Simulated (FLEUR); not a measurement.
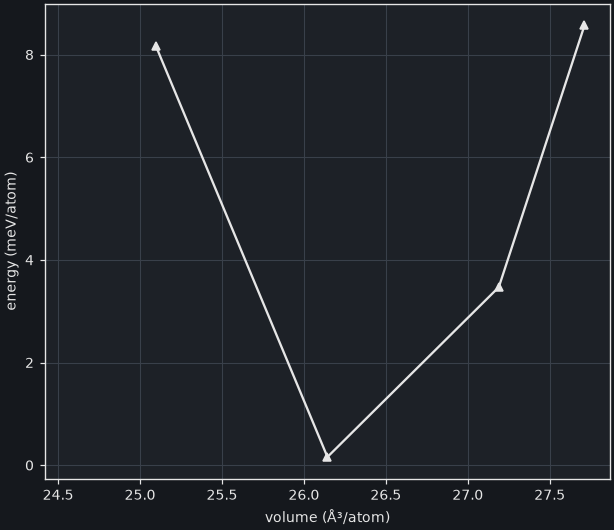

Plotted: energy against volume for In, space group I4/mmm (No. 139).

Structure:
```xyz
1
Lattice="-1.6255 1.6255 2.4737 1.6255 -1.6255 2.4737 1.6255 1.6255 -2.4737" Properties=species:S:1:pos:R:3 pbc="T T T"
In    0.0000    0.0000    0.0000
```

How it was computed, with FLEUR MaX-R8.1 (later development tree): all-electron LAPW DFT, no spin polarisation; energies at scaled volumes of the given cell, shape and fractions fixed, counted from the fit's minimum, third-order Birch-Murnaghan fit. Level: r2SCAN.

- k mesh: 11×11×11
- occupations: Fermi–Dirac
- smearing width: 0.05 eV
- potentials: all electron
- program settings: basis FLAPW, kmax 4.1 1/bohr

The point at volume 24.57 Å³/atom is left out of the plot. What does the calculation give there?

```tsv
volume (Å³/atom)	energy (meV/atom)
24.57	17.33
```

Keep in mind: shape and atomic fractions are frozen while scaling, which makes layered, chain and framework solids too stiff.
